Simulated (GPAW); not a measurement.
# A GW chain in GPAW: SnSe2, part 2 of 2

How does a plane-wave GW calculation on SnSe2 run from the first input to the gap?

GPAW 26.7.0; PBE and many-body steps on it, plane waves. Known limits of the many-body steps: not at the basis limit; no spin-orbit coupling.

So far. Step 3 (Bands along the symmetry lines): The gap is 0.976 eV, −0.067 eV from the run before at this level. Step 4 (Empty states on the mesh, 9×9×1 mesh, 298 bands): On this mesh the gap is 1.042 eV.

### Step 5. Screening and self-energy, 9×9×1 mesh, 133 bands, screening to 48 eV

Now the one-shot GW correction: screening in the RPA, then the self-energy of the levels asked for.

This step: G0W0 on PBE, plane waves, PAW.

Contents of run.py:

```python
import json
import numpy as np
from gpaw.mpi import world
from gpaw.response.g0w0 import G0W0

gw = G0W0('full.gpw',
    filename='gw',
    kpts=[0, 1, 9],
    bands=(11, 15),
    ecut=48,
    nbands=133,
    truncation='2D',
    integrate_gamma='sphere',
    q0_correction=True,
    frequencies={'type': 'nonlinear', 'domega0': 0.15, 'omega2': 15.0},
    eta=0.1,
    nblocksmax=True)
gw.calculate()
res = {mode: {k: v for k, v in r.items() if k != 'sigma_eskwn'}
       for mode, r in gw.all_results.items()}

if world.rank == 0:
    with open('result.json', 'w') as f:
        json.dump(res, f, default=lambda x: x.tolist())
```

On the command line:

```
mpirun -n 4 gpaw python run.py
```

Numbers of over 12 decimals in the logs are rounded to 6 here.

The log of the run:

```text
Using integrator: PointIntegrator
NonLinearFrequencyDescriptor(from 0.000 to 68.588 eV, 159 points)
Nonperiodic BCs:  [False False  True]
Using integrator: PointIntegrator
NonLinearFrequencyDescriptor(from 0.000 to 68.588 eV, 159 points)
Nonperiodic BCs:  [False False  True]
Applying analytical 2D correction to W:
    Evaluating Gamma point contribution to W on a 15x15x1 grid
  ___  _ _ _
 |   || | | |
 | | || | | |
 |__ ||_____|
 |___|

BZ k-points: Symmetries present (total): 12

  [... matrices ...]
81 k-points: 9 x 9 x 1 Monkhorst-Pack grid
12 k-points in the irreducible part of the Brillouin zone
       k-points in crystal coordinates                weights
   0:     0.00000000    0.00000000    0.00000000          1/81
   1:     0.11111111    0.00000000    0.00000000          6/81
   2:     0.22222222   -0.11111111    0.00000000          6/81
   3:     0.22222222    0.00000000    0.00000000          6/81
   4:     0.33333333   -0.11111111    0.00000000         12/81
   5:     0.33333333    0.00000000    0.00000000          6/81
   6:     0.33333333    0.33333333    0.00000000          2/81
   7:     0.44444444   -0.22222222    0.00000000          6/81
   8:     0.44444444   -0.11111111    0.00000000         12/81
   9:     0.44444444    0.00000000    0.00000000          6/81
          ...
  11:     0.44444444    0.44444444    0.00000000          6/81

Distributing spins, k-points and bands (1 x 3 x 4) over 1 process
Number of blocks: 4

Quasi particle states:
k-points (IBZ indices): [0, 1, 9]
Band range: (11, 15)
  [... matrices ...]
Computational parameters:
Plane wave cut-off: 48 eV
Number of bands: 133
Coulomb cutoff: 2D
Broadening: 0.1 eV

fxc modes: GW
Kernel: RPA
Using full-frequency real axis integration
Summing all q:

Calculating screened Coulomb potential
2D Coulomb truncation
NonLinearFrequencyDescriptor(from 0.000 to 68.588 eV, 159 points)
Removing empty qpoint cache files...

Calculating chi0 body with:
    Ground state adapter containing:
    Number of spins: 1
    Number of kpoints: 81
    Number of irreducible kpoints: 12
    Number of completely occupied states: 13
    Number of partially occupied states: 13
    Occupied states memory: 5.55419921875 M / cpu

    Linear response parametrization:
    q_c: [0.0, 0.0, 0.0]
    Number of frequency points: 159
    Planewave cutoff: 48.0
    Number of bands: 133
    Number of planewaves: 123
    Broadening (eta): 0.1
    comm.size: 4
    kncomm.size: 1
    blockcomm.size: 4

    Memory estimate of potentially large arrays:
        chi0_wGG: 9.176296 M / cpu
Integrating chi0 body.

Symmetries of q_c:
    Direct symmetries (Uq -> q): 12
    Indirect symmetries (TUq -> q): 0
In total 12 allowed symmetries.

  [... matrices ...]
12 groups of equivalent kpoints. 85.185185% reduction.

Integral kind: spectral function
Integrating chi0 head and wings.

Symmetries of q_c:
    Direct symmetries (Uq -> q): 12
    Indirect symmetries (TUq -> q): 0
In total 12 allowed symmetries.

  [... matrices ...]
12 groups of equivalent kpoints. 85.185185% reduction.

Integral kind: spectral function wings

Calculating chi0 body with:
    Ground state adapter containing:
    Number of spins: 1
    Number of kpoints: 81
    Number of irreducible kpoints: 12
    Number of completely occupied states: 13
    Number of partially occupied states: 13
[... the further q-points ...]

Results:
f:      Occupation numbers
eps:     KS-eigenvalues [eV]
vxc:     KS vxc [eV]
exx:     Exact exchange [eV]
sigma:   Self-energies [eV]
dsigma:  Self-energy derivatives
Z:       Renormalization factors
qp:      QP-energies [eV]

k-point 0 (0): (0.000, 0.000, 0.000)                GW
band       f     eps     vxc     exx   sigma  dsigma       Z      qp
                                                                   GW
  11   1.000  -1.404 -15.637 -17.577   1.555  -0.350   0.741  -1.689
  12   1.000  -1.404 -15.637 -17.577   1.555  -0.350   0.741  -1.689
  13   0.000   0.488 -14.571 -11.278  -2.065  -0.290   0.775   1.441
  14   0.000   1.812 -12.456  -8.414  -2.975  -0.274   0.785   2.649

k-point 1 (1): (0.111, 0.000, 0.000)                GW
band       f     eps     vxc     exx   sigma  dsigma       Z      qp
                                                                   GW
  11   1.000  -1.997 -14.796 -16.913   1.641  -0.370   0.730  -2.345
  12   1.000  -1.291 -15.647 -17.593   1.567  -0.345   0.743  -1.572
  13   0.000   1.072 -15.441 -11.910  -2.148  -0.309   0.764   2.128
  14   0.000   2.459 -12.720  -8.539  -3.052  -0.293   0.774   3.332

k-point 2 (9): (0.444, 0.000, 0.000)                GW
band       f     eps     vxc     exx   sigma  dsigma       Z      qp
                                                                   GW
  11   1.000  -1.867 -14.477 -17.149   2.011  -0.379   0.725  -2.345
  12   1.000  -1.568 -15.307 -17.474   1.692  -0.360   0.735  -1.917
  13   0.000  -0.249 -13.721 -10.444  -2.104  -0.305   0.766   0.650
  14   0.000   2.967 -11.930  -7.747  -3.129  -0.287   0.777   3.786
```

It took 2.1 min on 4 MPI ranks of Arm Neoverse V2, shared host; peak memory 2.1 GiB; 8.3 min of CPU time.

Numbers from this step:

```
G0W0 gap on the points computed              : 2.222 eV
least direct G0W0 gap on the computed points : 2.567 eV
Z at the valence top                         : 0.7433
Z at the conduction bottom                   : 0.7664
starting gap on the mesh                     : 1.042 eV
k of the valence top                         : 0.1111, 0, 0
k of the conduction bottom                   : 0.4444, 0, 0
```

The gap on the mesh goes from 1.04 eV to 2.22 eV, a correction of +1.18 eV.

Limits: finite bands, cutoff and mesh; no spin-orbit coupling. v1 is the top filled band, c1 the lowest empty one. The levels before and after the correction (eV, zero at the valence-band top of each column):

|  | conduction bottom | valence top |
| --- | --- | --- |
| Kohn-Sham | 1.04 | 0.00 |
| G0W0 | 2.22 | 0.00 |

|  | level | energy (eV) |
| --- | --- | --- |
| Kohn-Sham | (0.111 0 0) v2 | -0.706 |
| Kohn-Sham | (0.111 0 0) v1 | 0.000 |
| Kohn-Sham | (0.111 0 0) c1 | 2.363 |
| Kohn-Sham | (0.111 0 0) c2 | 3.750 |
| Kohn-Sham | (0.444 0 0) v2 | -0.576 |
| Kohn-Sham | (0.444 0 0) v1 | -0.277 |
| Kohn-Sham | (0.444 0 0) c1 | 1.042 |
| Kohn-Sham | (0.444 0 0) c2 | 4.258 |
| G0W0 | (0.111 0 0) v2 | -0.773 |
| G0W0 | (0.111 0 0) v1 | 0.000 |
| G0W0 | (0.111 0 0) c1 | 3.700 |
| G0W0 | (0.111 0 0) c2 | 4.904 |
| G0W0 | (0.444 0 0) v2 | -0.773 |
| G0W0 | (0.444 0 0) v1 | -0.345 |
| G0W0 | (0.444 0 0) c1 | 2.222 |
| G0W0 | (0.444 0 0) c2 | 5.358 |

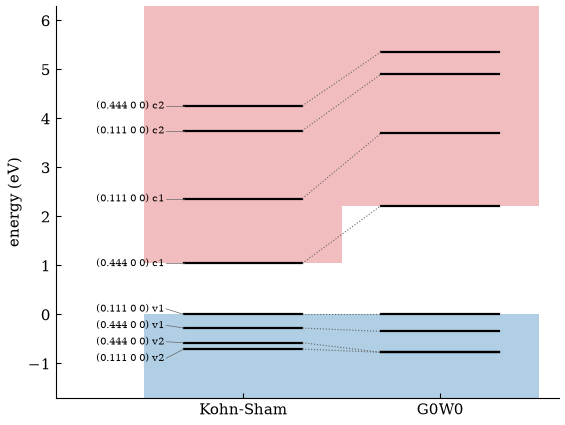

Levels before and after the correction. Shaded: valence and conduction bands.

### Step 6. Where the time went

Times are wall times on 4 MPI ranks of Arm Neoverse V2, shared host, good to a factor of about two.

| step | time | share | memory (GiB) |
| --- | --- | --- | --- |
| ground state | 6.1 s | 2 % | 0.75 |
| bands along the symmetry lines | 9.7 s | 4 % | 0.82 |
| empty states on the mesh | 2.2 min | 48 % | 5.4 |
| screening and self-energy | 2.1 min | 46 % | 2.1 |

### Step 7. Summary of results

| Property | Result |
| --- | --- |
| PBE gap | 0.98 eV, indirect |
| G0W0 gap on the mesh | 2.22 eV |
| G0W0 gap over the zone (rigid shift) | 2.16 eV |
| GW settings | 9×9×1 mesh, 133 bands, screening to 48 eV, full frequency, Hilbert transform |
| known limits | not at the basis limit; no spin-orbit coupling |

G0W0 moves the gap on the mesh from 1.04 eV to 2.22 eV (+1.18 eV), with Z of 0.74 and 0.77 at the edges. The mesh misses the band edges by 0.07 eV in all; a rigid shift gives 2.16 eV for the zone. Only 3 of the mesh's irreducible points were corrected, so a valley elsewhere could overtake. Bands and cutoff are finite, so the gap is not at the basis limit. The miss can reach some tenths of an eV and take either sign; the mesh is an error of its own. These stock PAW sets were not made for GW; the filled d or f shell of Se lies in the frozen core, which bears on start and correction. In the G0W0 run levels were corrected at 3 k points alone, so a gap called «on the mesh» is the least over those, and an edge elsewhere would be missed. A denser mesh or path gives a starting gap of 0.98 eV: the GW mesh misses a band edge, so its gaps are not the fundamental one. The many-body steps are scalar-relativistic: spin-orbit coupling is not in them.

[Paths, hosts, dates, memory and timing lines, banners, echoed tables and standing remarks are left out of the program output.]

[Logs are printed without paths, hosts, clocks, repeated set-up lines and the standing remarks that a program may print on its own settings, such as how far it seeks lower states.]

[Runs of the session that timed out or met a known fault of the program may be left out.]

[Hosts, paths, dates, database ids (printed as entryN), source tags and the programs' standing remarks are cut or masked in the printed files.]
